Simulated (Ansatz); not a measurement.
## Electronic structure of Te₂Pt in real space

The calculation's input:

```
crystal:
  lattice:
    - [4.0475935928, 0.0, 0.0]
    - [-2.0237967964, 3.5053188755, 0.0]
    - [0.0, 0.0, 5.5283726435]
  atoms:
    - { symbol: Te, position: [0.3333333333, 0.6666666667, 0.246792164] }
    - { symbol: Te, position: [0.6716078742, 0.3333333333, 0.753207836] }
    - { symbol: Pt, position: [0.0, 0.0, 0.0] }
basis:
  ecutwfc: 500
  ecutrho_ratio: 4
kpoints:
  mp_grid: { grid: [10, 10, 6] }
hamiltonian:
  xc: r2scan
scf:
  occupations: { method: gaussian, width: 0.05 }
output:
  forces: true
  stress: true
  eigenvalues: true
  write_density: true
  write_potential: true
  elf: true
  volumetric_format: npy
```

Launched as:

```sh
ansatz run input.yaml --threads 4 --pin off --max-ram 7168MiB --backend cpu --events-out ev --progress --plain --runs-dir out
```

Below, planes, directions and counts refer to the standardised cell (a = 7.01 Å, b = 4.05 Å, c = 5.53 Å, α = 90.00°, β = 90.00°, γ = 90.00°).

Space group P1; started from the Te2Pt prototype; changed on purpose from its base cell (atom 2 (Te) moved 0.02 A along x).

The calculation used Ansatz 0.2.0, DFT r2SCAN, scalar-relativistic, plane waves, PAW.

The density is the valence pseudo-density of a PAW calculation; it isn't the true density close to the nuclei.

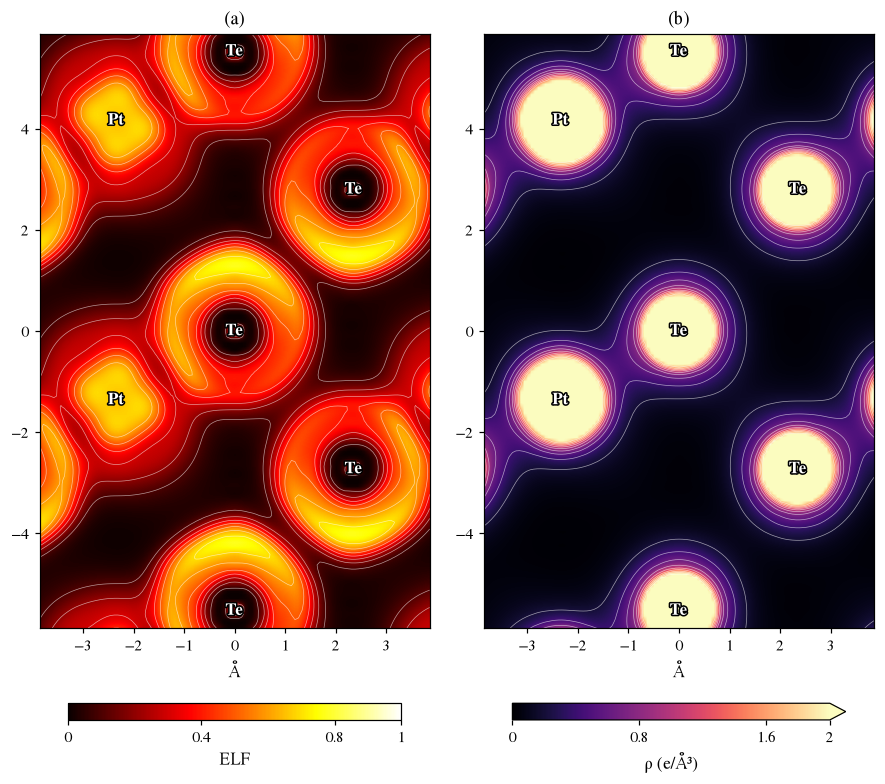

Figure 1. (a) electron localisation function; (b) valence charge density (pseudo) on the (010) plane of the standardised cell.

### What do the fields say about this system?

- Atoms in the plane: Te and Pt.
- Te–Pt (2.71 Å): the density is about 0.48 e/Å³ at the midpoint; the ELF is about 0.55 at the midpoint.
- Between the atoms the lowest density in this plane is 0.02 e/Å³.
- The features right at Pt lie inside the PAW spheres, where the map follows smoothed inner orbitals and isn't to be read closely.

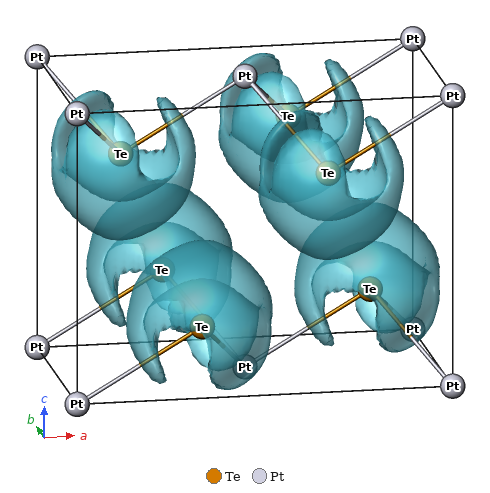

Figure 2. Isosurface of the ELF at 0.55 (cyan), seen at an oblique angle. Core shells and regions of very low density are left out. Sticks mark near contacts.

### Identify the bonds, lone pairs and shells in this picture.

The surface consists of four regions wrapped around Te (the valence shell of each), counted in one cell of 6 atoms. Any copies at cell faces, edges or corners count once. Profiles from the grid: Te–Pt (2.69 Å): the ELF is about 0.55 at the midpoint.

### Does the calculation give a band gap?

It is metallic or semimetallic at this level of theory: no gap opens; semilocal functionals without U, or without the true magnetic order, often close the gap of such compounds.
